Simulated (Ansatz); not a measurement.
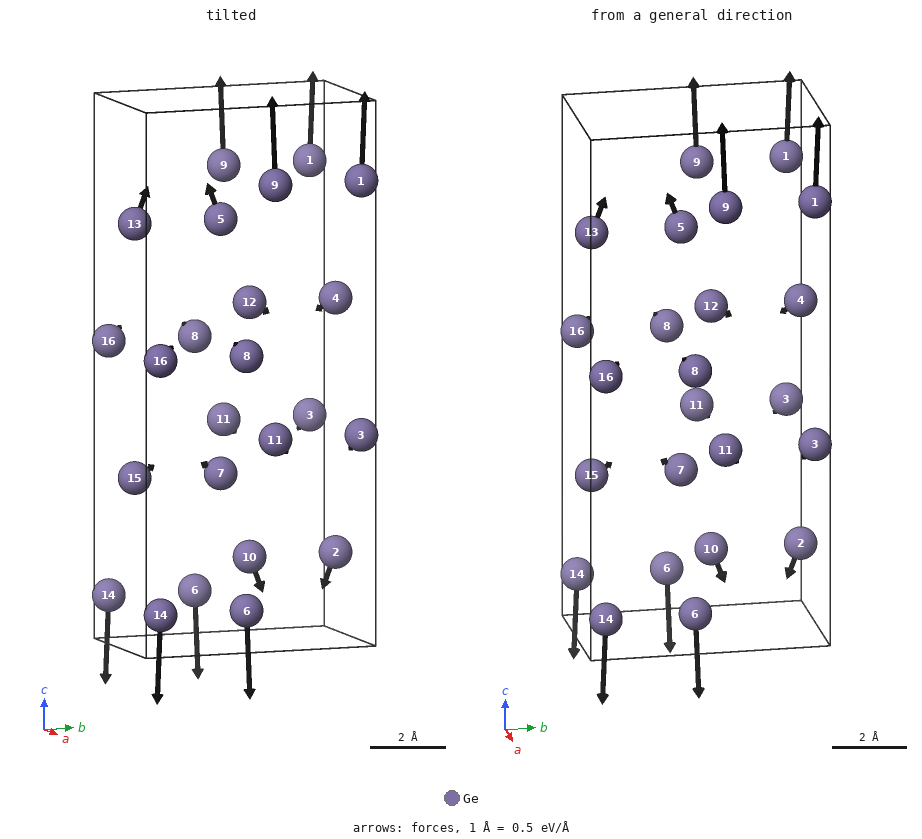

We look at a spheres-only model of the crystal slightly off an axis and from a general direction. The simulation cell is outlined; an atom on or near a face, edge or corner is repeated at each equivalent position. The arrows are the computed forces on the atoms.

System: Ge. The numbers come from DFT r2SCAN, scalar-relativistic, plane waves, PAW (Ansatz 0.2.0), using a kinetic-energy cutoff of 500 eV, 8×5×3 k-mesh, Gaussian smearing of 0.03 eV, no spin polarisation.

> Is the structure at a minimum of the energy?

No. The atoms still feel forces of up to about 1 eV/Å, far above a usual threshold of 0.01 to 0.03 eV/Å.

> Which atom carries the strongest force?

Ge1, Ge6, Ge9 and Ge14, about 1 eV/Å.

It goes back to a structure listed in the Materials Project. The cell was then strained or its atoms displaced on purpose. Ansatz was used for an electronic-structure calculation on it.
